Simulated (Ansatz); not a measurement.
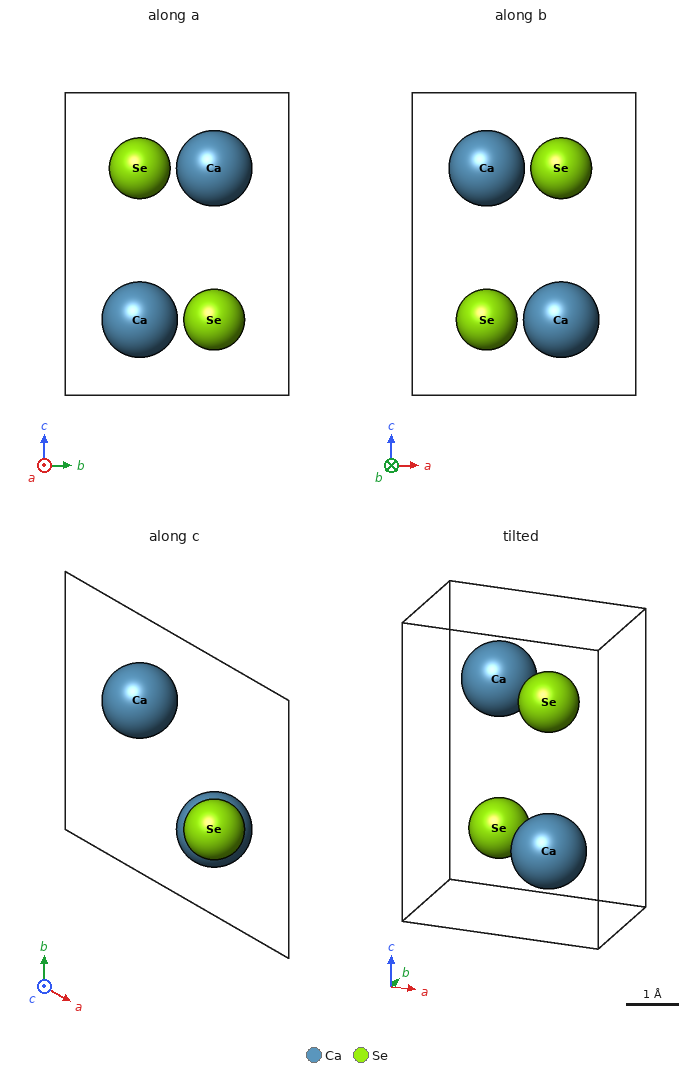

Drawn in the spheres-only manner and seen along the a axis, along the b axis, along the c axis and slightly off an axis. The wireframe shows the conventional unit cell.

Lattice parameters: a = 5.0056 Å, b = 5.0056 Å, c = 5.8757 Å, α = 90.000°, β = 90.000°, γ = 120.000°.

> Record the structure as a CIF with its space group and independent sites.

```cif
data_structure
_symmetry_space_group_name_H-M 'P 63/m m c'
_symmetry_Int_Tables_number 194
_cell_length_a 5.0056
_cell_length_b 5.0056
_cell_length_c 5.8757
_cell_angle_alpha 90.000
_cell_angle_beta 90.000
_cell_angle_gamma 120.000
_cell_volume 127.50
loop_
_atom_site_label
_atom_site_type_symbol
_atom_site_symmetry_multiplicity
_atom_site_Wyckoff_symbol
_atom_site_fract_x
_atom_site_fract_y
_atom_site_fract_z
_atom_site_occupancy
Ca1 Ca 2 d 0.3333 0.6667 0.7500 1
Se1 Se 2 c 0.3333 0.6667 0.2500 1
```

It goes back to a structure type filled with these elements by a generator (whether the compound takes this form wasn't checked). Earlier steps of the study, as a rule a relaxation of our own, may have changed the cell and positions, so they can lie some per cent off the listed ones. It was run through Ansatz as a DFT input.
